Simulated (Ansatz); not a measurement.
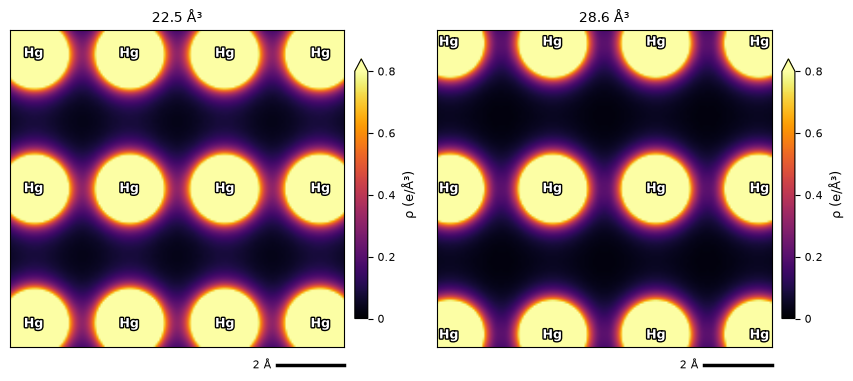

Hg. The valence charge density (pseudo) of cells scaled evenly to different volumes (given per atom above each panel), on the (101) plane of each (indices in the axes of the cell below), at one length scale and on one colour scale.

A generated structure, not necessarily the stable one.

These are results of Ansatz, DFT, PBEsol, plane waves (420 eV) with PAW, scalar-relativistic, not measurements.

Core electrons are frozen (PAW), and the valence fields are smoothed inside the atomic spheres.

The largest cell:

```xyz
1
Lattice="3.0595 0.0000 0.0000 0.0000 3.0595 0.0000 0.0000 0.0000 3.0595" Properties=species:S:1:pos:R:3 pbc="T T T"
Hg    0.0000    0.0000    0.0000
```

| volume (Å³/atom) | Hg–Hg contact in the plane (Å) | ρ at its midpoint (e/Å³) | pressure (GPa) | 
| --- | --- | --- | --- |
| 22.50 | 2.823 | 0.312 | 8.2 | 
| 26.59 | 2.985 | ? | ? | 
| 28.64 | 3.060 | 0.207 | −2.9 | 

> Estimate the missing row, and compare with the calculation.

Over the known rows ln ρ falls by 1.73 per Å of Hg–Hg distance (the line through the two), which gives 0.236 e/Å³ at 2.985 Å; the calculation gives 0.229 e/Å³. For the pressure, a straight line in volume between the neighbouring rows gives 0.8 GPa; the calculation gives −1.3, lower because pressure rises ever faster on compression.
